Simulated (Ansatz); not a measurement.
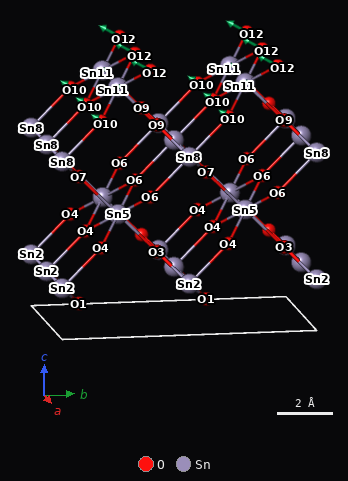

A constrained relaxation of a slab of composition SnO$_{2}$ (cut from the Pnnm phase). The starting structure is drawn; green arrows show the displacements, 3 times their true length.

The picture is a ball-and-stick view of the 2 × 2 repeat of the cell, outlined in the plane, without the vacuum, seen slightly off an axis.

Case: clean slab, lower half held. The slab is the (1 0 0) face of SnO2. 6 atoms are held fixed.

Level of theory: Ansatz, DFT PBEsol, scalar-relativistic, plane waves, PAW.

Input
```yaml
crystal:
  lattice:
    - [3.2119791572, 0.0, 0.0]
    - [0.0, 4.7700658454, 0.0]
    - [0.0, 0.0, 26.0012228805]
  atoms:
    - { symbol: O, position: [0.5, 0.1936529226, 0.3269077012] }
    - { symbol: Sn, position: [0.0, 0.0, 0.3624490355] }
    - { symbol: O, position: [0.5, 0.8063470774, 0.3979903698] }
    - { symbol: O, position: [0.0, 0.3063470774, 0.4186083442] }
    - { symbol: Sn, position: [0.5, 0.5, 0.4541496785] }
    - { symbol: O, position: [0.0, 0.6936529226, 0.4896910128] }
    - { symbol: O, position: [0.5, 0.1936529226, 0.5103089872] }
    - { symbol: Sn, position: [0.0, 0.0, 0.5458503215] }
    - { symbol: O, position: [0.5, 0.8063470774, 0.5813916558] }
    - { symbol: O, position: [0.0, 0.3063470774, 0.6020096302] }
    - { symbol: Sn, position: [0.5, 0.5, 0.6375509645] }
    - { symbol: O, position: [0.0, 0.6936529226, 0.6730922988] }
basis:
  ecutwfc: 420
kpoints:
  mp_grid: { grid: [8, 6, 1] }
hamiltonian:
  xc: pbesol
scf:
  occupations: { method: gaussian, width: 0.05 }
output:
  forces: true
  eigenvalues: true
  write_density: true
  write_potential: true
  elf: true
  volumetric_format: npy
relax:
  adjacent_minimum: "off"
  f_tol: 0.03
  max_steps: 70
  constraints: [{ sites: [0, 1, 2, 3, 4, 5] }]
efield:
  axis: 3
  dipole_correction: true
  ramp_width: 0.04
```

Launched with:
```bash
ansatz run input.yaml --threads 2 --pin off --max-ram 5120MiB --backend cpu --events-out ev --progress --plain --runs-dir out
```

Q: What happened in the run?

A: The atom that moves furthest is O12 (0.31 Å at 60° to the normal (+c side)). Largest moves by element: O 0.31 Å, Sn 0.07 Å. The cell doesn't change. Among the contacts that change: O10–Sn11 2.070 → 2.134 Å, Sn11–O12 2.070 → 2.009 Å, O9–Sn11 2.066 → 2.032 Å, Sn8–O10 2.066 → 2.046 Å. Bond angles that change, for instance: O10–Sn11–O12 180.0° → 165.0°, O9–Sn11–O12 90.0° → 101.1°, O12–Sn11–O12 101.7° → 106.1°. After 5 geometry steps the energy has fallen by 0.278 eV per cell of the calculation. Largest force component: 2.3 eV/Å at the start, 0.0082 eV/Å at the end. The run took 5.7 min on 2 threads of Intel(R) Xeon(R) Processor @ 2.50GHz (Skylake/Cascade Lake) (shared host), peak memory 0.84 GiB.
